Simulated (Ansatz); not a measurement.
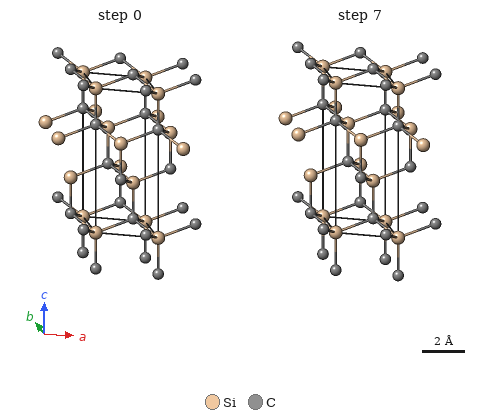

The structure of a crystal of SiC (set up in R3m) before (left) and after (right) a relaxation, at one scale.

A ball-and-stick model of the conventional cell (3 times the calculation's cell), seen slightly off an axis. Lengths and directions refer to the drawn axes.

Case: film's bulk on the substrate's plane, third vector and atoms relaxed.

These are results of Ansatz, DFT PBEsol, scalar-relativistic, plane waves, PAW, not measurements. Settings: plane-wave cutoff 420 eV; k-point mesh 9 × 9 × 11; occupations gaussian; smearing width 0.02 eV; no spin polarisation; cell relaxed at fixed a, b, gamma; force threshold 0.01 eV/Å; at most 50 steps.

Summarise the run.

The energy falls by 66.3 meV per cell of the calculation in 5 accepted moves (7 points after the start). Largest force component: 1 eV/Å at the start, under 0.0001 eV/Å at the end. Pressure: −4.14 GPa at the start and −12.60 GPa at the end. The SCF was repeated twice at an unchanged geometry on a basis and grid sized afresh for the cell, which shifted the energy by 2.0 meV per cell of the calculation at most. The largest moves relative to the cell, 0.009 Å, are those of Si and C atoms. Largest moves by element: C 0.009 Å, Si 0.009 Å. Cell: a = b unchanged at 3.196 Å, c 7.220 → 7.489 Å (+3.7 %). Volume +3.7 %. Some distances before and after: C–Si 1.805 → 1.891 Å. The space group stays R3m (No. 160).
